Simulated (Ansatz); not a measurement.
# Single-point calculation, with input and output: WSe$_{2}$

WSe$_{2}$ (slab, 3 atoms in the cell), computed with DFT, PBE, dispersion d3bj, plane waves, PAW, no spin polarisation (Ansatz 0.2.0).

The structure derives from an entry of the Crystallography Open Database. Some settings of this run were made unusual or wrong on purpose. Figures and captions count atoms from 1; the log counts them from 0 in places.

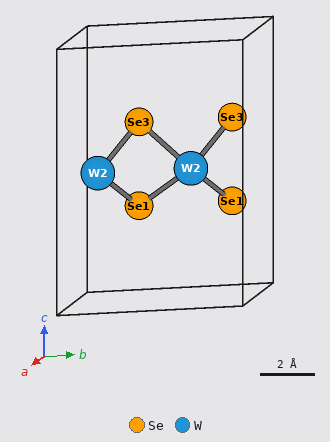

Figure 1. The structure as given in the input (ball-and-stick view of the 1 × 2 repeat of the cell, with the vacuum cut short, seen slightly off an axis; atoms are numbered from 1 in the order of the input). An atom can appear more than once, as a periodic image. Near neighbours in the periodic cell (some may lie outside the picture): Se has 3 W at 2.59 Å; W has 6 Se at 2.59 Å.

### The input
```yaml
crystal:
  lattice:
    - [3.5155073254, 0.0, 0.0]
    - [-1.7577536627, 3.044518651, 0.0]
    - [0.0, 0.0, 32.7374894635]
  atoms:
    - { symbol: Se, position: [0.3333333333, 0.6666666667, 0.4509229147] }
    - { symbol: W, position: [0.6666666667, 0.3333333333, 0.5] }
    - { symbol: Se, position: [0.3333333333, 0.6666666667, 0.5490770853] }
  periodic: [true, true, false]
basis:
  ecutwfc: 420
kpoints:
  mp_grid: { grid: [12, 12, 1] }
hamiltonian:
  xc: pbe
  dispersion: d3bj
scf:
  occupations: { method: gaussian, width: 0.02 }
  mixing: { algorithm: anderson, beta: 0.001, ndim: 1 }
  max_iter: 80
output:
  forces: true
  eigenvalues: true
  stress: true
```

Command:
```bash
ansatz run input.yaml --threads 2 --pin off --max-ram 5120MiB --backend cpu --events-out ev --progress --plain --runs-dir out
```

### The program's output
```
Engine: ansatz 0.2.0, x86_64-unknown-linux-gnu
Pseudopotentials: kind: paw
Pseudopotential: Se, paw, valence charge 16, recommended cutoff 420 eV (normal), Se.paw.azcp
Pseudopotential: W, paw, valence charge 14, recommended cutoff 420 eV (normal), W.paw.azcp
Functional definition: PBE
  parameter kappa = 0.804
  parameter beta = 0.06672455060314922
  exchange = pbe_x(kappa = kappa, mu = beta*pi^2/3)
  correlation = pbe_c(beta = beta)
Crystal: 3 atoms, lattice volume = 350.390 Å³
Basis set: ecut = 420 eV, 6811 PW (Γ), exchange–correlation on 48×48×450 points (8 copies of the dense FFT grid, shifted against one another)
Bands: 28, of which v1, the nominal top of the filled ones, is band 23 counted from 1 (22 counted from 0)
Symmetry: 12 space group operations
Space group: P-6m2 (ITA 187), of the structure as read, at distance tolerance 7.0e-5 Å
k-points: 19 of 144 (time reversal used)
Non-local potential: Se, projectors of the file, l = 0: 2, l = 1: 2, l = 2: 3, l = 3: 1
Non-local potential: W, projectors of the file, l = 0: 3, l = 1: 2, l = 2: 2, l = 3: 1
PAW form: soft (Blöchl's): semilocal exchange-correlation on the pseudo side does not see the compensation charge
PAW one-centre angular grid: Se, 590 points (default); XC on 64 Gauss nodes
PAW one-centre angular grid: W, 590 points (default); XC on 64 Gauss nodes
Initial density: superposition of atomic densities (neutral atoms: chi_scale 0, normalization atom), corrected by the library's trained network
Initial wavefunctions: pseudopotential atomic-orbital guess
Functional: x = pbe(κ = 0.804, μ = 0.2195149727645171), c = pbe(β = 0.06672455060314922)
SCF iter   1: F=—  HF=-21325.285996 eV  |F-HF|=—  |Δ(HF+E_count)|=         —  Δρ=2.07e-3  dr2=9.11e-3  ethr=1.77e-3  ⟨swp⟩=14.2  Hψ=3511  notcnv=0
preconditioner: auto → Resta (q_TF=auto, 1.945 Å⁻¹)  ε∞=2.0  [insulator: Δε(μ)=0.658 eV  Ē_g=8.259 eV  σ=0.020 eV  W_gap=1.00  n_scr=20 (ndim 1)  ℏωp=8.4 eV  f_vac=0.787  D(μ)=0.00/eV (n_scr^D=0)  ε∞_Penn≈2.0  vacuum switching on, ρ_ref=4.9e-3 e/Å³]
SCF iter   2: F=—  HF=-21325.281254 eV  |F-HF|=—  |Δ(HF+E_count)|=   4.74e-3  Δρ=2.04e-3  dr2=8.19e-3  ethr=1.98e-5  ⟨swp⟩=3.6  Hψ=1462  notcnv=0  defer=19
SCF iter   3: F=—  HF=-21325.281287 eV  |F-HF|=—  |Δ(HF+E_count)|=   3.34e-5  Δρ=2.04e-3  dr2=8.16e-3  ethr=1.78e-5  ⟨swp⟩=1.1  Hψ=525  notcnv=0  defer=19
SCF iter   4: F=—  HF=-21325.281304 eV  |F-HF|=—  |Δ(HF+E_count)|=   1.74e-5  Δρ=2.04e-3  dr2=8.13e-3  ethr=1.77e-5  ⟨swp⟩=1.5  Hψ=573  notcnv=0  defer=19
SCF iter   5: F=—  HF=-21325.281314 eV  |F-HF|=—  |Δ(HF+E_count)|=   9.68e-6  Δρ=2.04e-3  dr2=8.10e-3  ethr=1.77e-5  ⟨swp⟩=1.6  Hψ=560  notcnv=0  defer=19
SCF iter   6: F=—  HF=-21325.281322 eV  |F-HF|=—  |Δ(HF+E_count)|=   8.04e-6  Δρ=2.03e-3  dr2=8.06e-3  ethr=1.76e-5  ⟨swp⟩=1.6  Hψ=577  notcnv=0  defer=19
SCF iter   7: F=—  HF=-21325.281338 eV  |F-HF|=—  |Δ(HF+E_count)|=   1.63e-5  Δρ=2.03e-3  dr2=8.03e-3  ethr=1.75e-5  ⟨swp⟩=1.6  Hψ=569  notcnv=0  defer=19
SCF iter   8: F=—  HF=-21325.281347 eV  |F-HF|=—  |Δ(HF+E_count)|=   8.34e-6  Δρ=2.03e-3  dr2=7.99e-3  ethr=1.74e-5  ⟨swp⟩=1.6  Hψ=548  notcnv=0  defer=19
SCF iter   9: F=—  HF=-21325.281363 eV  |F-HF|=—  |Δ(HF+E_count)|=   1.66e-5  Δρ=2.03e-3  dr2=7.95e-3  ethr=1.74e-5  ⟨swp⟩=1.7  Hψ=576  notcnv=0  defer=19
SCF iter  10: F=—  HF=-21325.281375 eV  |F-HF|=—  |Δ(HF+E_count)|=   1.13e-5  Δρ=2.02e-3  dr2=7.92e-3  ethr=1.73e-5  ⟨swp⟩=1.7  Hψ=578  notcnv=0  defer=19
SCF iter  11: F=—  HF=-21325.281393 eV  |F-HF|=—  |Δ(HF+E_count)|=   1.79e-5  Δρ=2.02e-3  dr2=7.88e-3  ethr=1.72e-5  ⟨swp⟩=1.5  Hψ=533  notcnv=0  defer=19
SCF iter  12: F=—  HF=-21325.281398 eV  |F-HF|=—  |Δ(HF+E_count)|=   5.14e-6  Δρ=2.02e-3  dr2=7.85e-3  ethr=1.71e-5  ⟨swp⟩=1.7  Hψ=597  notcnv=0  defer=19
SCF iter  13: F=—  HF=-21325.281408 eV  |F-HF|=—  |Δ(HF+E_count)|=   1.05e-5  Δρ=2.02e-3  dr2=7.81e-3  ethr=1.71e-5  ⟨swp⟩=1.5  Hψ=573  notcnv=0  defer=19
SCF iter  14: F=—  HF=-21325.281422 eV  |F-HF|=—  |Δ(HF+E_count)|=   1.37e-5  Δρ=2.01e-3  dr2=7.78e-3  ethr=1.70e-5  ⟨swp⟩=1.4  Hψ=532  notcnv=0  defer=19
SCF iter  15: F=—  HF=-21325.281433 eV  |F-HF|=—  |Δ(HF+E_count)|=   1.11e-5  Δρ=2.01e-3  dr2=7.74e-3  ethr=1.69e-5  ⟨swp⟩=1.6  Hψ=582  notcnv=0  defer=19
SCF iter  16: F=—  HF=-21325.281450 eV  |F-HF|=—  |Δ(HF+E_count)|=   1.65e-5  Δρ=2.01e-3  dr2=7.71e-3  ethr=1.68e-5  ⟨swp⟩=1.6  Hψ=548  notcnv=0  defer=19
SCF iter  17: F=—  HF=-21325.281456 eV  |F-HF|=—  |Δ(HF+E_count)|=   6.44e-6  Δρ=2.01e-3  dr2=7.67e-3  ethr=1.68e-5  ⟨swp⟩=1.6  Hψ=557  notcnv=0  defer=19
SCF iter  18: F=—  HF=-21325.281469 eV  |F-HF|=—  |Δ(HF+E_count)|=   1.29e-5  Δρ=2.00e-3  dr2=7.64e-3  ethr=1.67e-5  ⟨swp⟩=1.5  Hψ=551  notcnv=0  defer=19
SCF iter  19: F=—  HF=-21325.281482 eV  |F-HF|=—  |Δ(HF+E_count)|=   1.31e-5  Δρ=2.00e-3  dr2=7.61e-3  ethr=1.66e-5  ⟨swp⟩=1.7  Hψ=553  notcnv=0  defer=19
SCF iter  20: F=—  HF=-21325.281498 eV  |F-HF|=—  |Δ(HF+E_count)|=   1.56e-5  Δρ=2.00e-3  dr2=7.57e-3  ethr=1.65e-5  ⟨swp⟩=1.7  Hψ=566  notcnv=0  defer=19
SCF iter  21: F=—  HF=-21325.281511 eV  |F-HF|=—  |Δ(HF+E_count)|=   1.28e-5  Δρ=2.00e-3  dr2=7.54e-3  ethr=1.65e-5  ⟨swp⟩=1.6  Hψ=556  notcnv=0  defer=19
SCF iter  22: F=—  HF=-21325.281520 eV  |F-HF|=—  |Δ(HF+E_count)|=   9.07e-6  Δρ=1.99e-3  dr2=7.51e-3  ethr=1.64e-5  ⟨swp⟩=1.7  Hψ=583  notcnv=0  defer=19
SCF iter  23: F=—  HF=-21325.281529 eV  |F-HF|=—  |Δ(HF+E_count)|=   9.06e-6  Δρ=1.99e-3  dr2=7.47e-3  ethr=1.63e-5  ⟨swp⟩=1.5  Hψ=582  notcnv=0  defer=19
SCF iter  24: F=—  HF=-21325.281543 eV  |F-HF|=—  |Δ(HF+E_count)|=   1.46e-5  Δρ=1.99e-3  dr2=7.44e-3  ethr=1.62e-5  ⟨swp⟩=1.4  Hψ=529  notcnv=0  defer=19
SCF iter  25: F=—  HF=-21325.281556 eV  |F-HF|=—  |Δ(HF+E_count)|=   1.32e-5  Δρ=1.99e-3  dr2=7.41e-3  ethr=1.62e-5  ⟨swp⟩=1.6  Hψ=566  notcnv=0  defer=19
SCF iter  26: F=—  HF=-21325.281569 eV  |F-HF|=—  |Δ(HF+E_count)|=   1.24e-5  Δρ=1.99e-3  dr2=7.38e-3  ethr=1.61e-5  ⟨swp⟩=1.6  Hψ=551  notcnv=0  defer=19
SCF iter  27: F=—  HF=-21325.281581 eV  |F-HF|=—  |Δ(HF+E_count)|=   1.26e-5  Δρ=1.98e-3  dr2=7.35e-3  ethr=1.60e-5  ⟨swp⟩=1.4  Hψ=572  notcnv=0  defer=19
SCF iter  28: F=—  HF=-21325.281595 eV  |F-HF|=—  |Δ(HF+E_count)|=   1.34e-5  Δρ=1.98e-3  dr2=7.31e-3  ethr=1.60e-5  ⟨swp⟩=1.7  Hψ=552  notcnv=0  defer=19
SCF iter  29: F=—  HF=-21325.281610 eV  |F-HF|=—  |Δ(HF+E_count)|=   1.53e-5  Δρ=1.98e-3  dr2=7.28e-3  ethr=1.59e-5  ⟨swp⟩=1.6  Hψ=550  notcnv=0  defer=19
SCF iter  30: F=—  HF=-21325.281619 eV  |F-HF|=—  |Δ(HF+E_count)|=   9.16e-6  Δρ=1.98e-3  dr2=7.25e-3  ethr=1.58e-5  ⟨swp⟩=1.6  Hψ=574  notcnv=0  defer=19
SCF iter  31: F=—  HF=-21325.281635 eV  |F-HF|=—  |Δ(HF+E_count)|=   1.57e-5  Δρ=1.97e-3  dr2=7.22e-3  ethr=2.17e-6  ⟨swp⟩=9.8  Hψ=2346  notcnv=0
Mixer restart at iter 31: flushing history
iteration 31: the SCF's residuals had fallen too slowly under its mixing. It goes on by minimising its free energy, and can end on another state than longer mixing would; under `scf.algorithm: density_mixing` no SCF does so, but by `scf.convergence.dm_fallback`
SCF iter  32: F=—  HF=-21325.290321 eV  |F-HF|=—  |Δ(HF+E_count)|=   8.69e-3  Δρ=2.86e-4  dr2=2.83e-4  ethr=2.17e-6  ⟨swp⟩=9.1  Hψ=4858  notcnv=0
SCF iter  33: F=—  HF=-21325.290222 eV  |F-HF|=—  |Δ(HF+E_count)|=   9.86e-5  Δρ=4.93e-5  dr2=1.06e-5  ethr=6.16e-7  ⟨swp⟩=5.3  Hψ=2755  notcnv=0
SCF iter  34: F=—  HF=-21325.290218 eV  |F-HF|=—  |Δ(HF+E_count)|=   4.13e-6  Δρ=5.90e-6  dr2=1.04e-7  ethr=2.31e-8  ⟨swp⟩=4.2  Hψ=1951  notcnv=0
SCF iter  35: F=-21325.290218 eV  HF=-21325.290218 eV  |F-HF|=3.20e-10  |Δ(HF+E_count)|=   1.50e-8  Δρ=4.06e-7  dr2=3.53e-10  ethr=2.17e-10  ⟨swp⟩=5.0  Hψ=2548  notcnv=0
SCF iter  36: F=-21325.290218 eV  HF=-21325.290218 eV  |F-HF|=2.62e-10  |Δ(HF+E_count)|=  1.46e-11  Δρ=4.06e-7  dr2=3.54e-10  ethr=1.00e-12  ⟨swp⟩=2.1  Hψ=2626  notcnv=0
SCF 1 converged in 36 iterations: F = -21325.290218 eV  dr2 = 3.54e-10
  greatest PAW one-centre occupation: 1.000 electrons in one spin orbital (limit 2), on the Se atom at site 2 (counted from 0), in its partial waves of l = 2
```

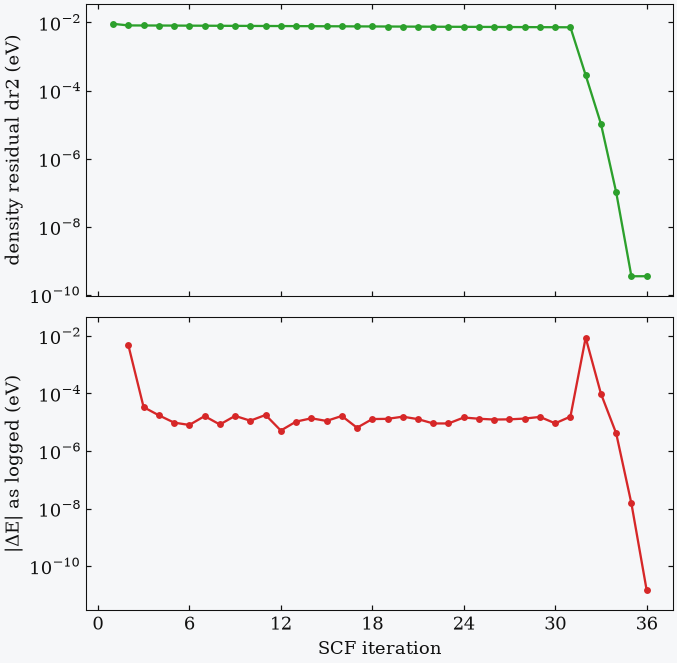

Figure 2. Convergence of the self-consistent field: density residual dr2 and size of the energy change against the SCF iteration. The residual lingers near 8 × 10⁻³ from about step 1 to 31 before it falls again.

```
SCF converged after 36 iterations
Free energy (F): -21325.290218 eV
Harris-Foulkes:  -21325.290218 eV  (|F-HF|=2.62e-10)
Internal energy: -21325.290218 eV  (E = F + TS)
E sigma→0 (E₀):  -21325.290218 eV
Fermi energy:    -4.757827 eV
--- Per-component energies (eV) ---
  E_band       = -1663.604553
  E_kinetic    = 682.630323
  E_local      = -122630.176024  (includes V_loc(G=0)·N_el)
  E_nonlocal   = -1189.401191
  E_hartree    = 60797.236127
  E_xc         = -473.332057
  E_vxc        = -432.483414  (∫ρ·V_xc dr)
  E_paw        = -12385.845858  (= ΣΔE_a)
  E_vpaw       = 311.353322  (= ΣTr[D̂ρ^β])
  E_aug_tail   = -0.001274  (compensation charges beyond the density's cutoff)
  E_ewald      = 53874.493071
  E_disp       = -0.893334  (pairwise vdW)
  E_smearing   = -0.000000  (= −TS)
  E_closure    = -0.000000  (closes the sum)
  Σ components = -21325.290218   (vs F -21325.290218, Δ=0.00e0)
--- Forces (eV/Å), atoms counted from 1 ---
  atom   1  Se     0.00000000    -0.00000000     0.00003645
  atom   2  W     -0.00000000     0.00000000    -0.00000000
  atom   3  Se     0.00000000    -0.00000000    -0.00003645
  max |Σ_I F_I| component: 2.31e-18 eV/Å
--- 2D stress c σ (N/m, compression-positive) ---
       -7.928243      -0.000000      -0.000000
       -0.000000      -7.928243       0.000000
        0.000000       0.000000       0.000000
  P = ½ c Tr σ = -7.9282 N/m
--- Band table (eV; the first three rows and the last of 19) ---
  k-point 0: bands = ["-79.4871", "-52.7985", "-52.7985", "-52.7980", "-52.7980", "-52.7593", "-52.7593", "-52.7579", "-52.7579", "-52.7437", "-52.7405", "-43.6815", "-43.6815", "-43.6422", "-19.5515", "-18.2347", "-10.8681", "-8.0145", "-8.0145", "-6.9341", "-6.9341", "-6.7628", "-5.0940", "-2.8230", "-2.8230", "-2.5298", "-2.5298", "-1.5605"]
  k-point 1: bands = ["-79.4868", "-52.7984", "-52.7983", "-52.7980", "-52.7978", "-52.7593", "-52.7593", "-52.7580", "-52.7579", "-52.7437", "-52.7404", "-43.6891", "-43.6833", "-43.6406", "-19.4730", "-18.2011", "-10.7650", "-8.2749", "-7.9365", "-7.3702", "-7.0715", "-6.4668", "-5.1861", "-3.0026", "-2.7963", "-2.6580", "-2.6445", "-1.0960"]
  k-point 2: bands = ["-79.4861", "-52.7983", "-52.7981", "-52.7979", "-52.7975", "-52.7594", "-52.7593", "-52.7582", "-52.7580", "-52.7435", "-52.7403", "-43.7100", "-43.6881", "-43.6364", "-19.2499", "-18.1063", "-10.4791", "-8.8955", "-7.9462", "-7.7181", "-7.3993", "-6.3796", "-5.4905", "-3.1249", "-3.1021", "-2.9191", "-2.2653", "-0.3588"]
  k-point 18: bands = ["-79.4829", "-52.7976", "-52.7970", "-52.7968", "-52.7967", "-52.7603", "-52.7590", "-52.7589", "-52.7584", "-52.7428", "-52.7394", "-43.7686", "-43.7517", "-43.6161", "-17.9516", "-17.5586", "-10.1807", "-10.1401", "-9.2878", "-8.9713", "-8.1778", "-7.1595", "-5.4134", "-4.4213", "-2.2941", "-2.1585", "-1.1939", "0.6084"]
```

### Outcome

```csv
quantity,value
outcome,converged
electrons treated,46
free energy,−21325.2902 eV
Fermi energy,−4.758 eV
gap on the k-point mesh,0.67 eV
largest force (length of the vector),under 0.001 eV/Å
hardware,"2 threads of Intel Xeon (Granite Rapids), 32 GiB of memory available, shared host"
wall time,20 s (CPU time 39 s)
peak memory,0.77 GiB
```

### Notes

The input was spoiled on purpose: mixing far too weak (`scf.mixing`). The run converged; whether the setting changed the result can't be told without a sound run beside it.
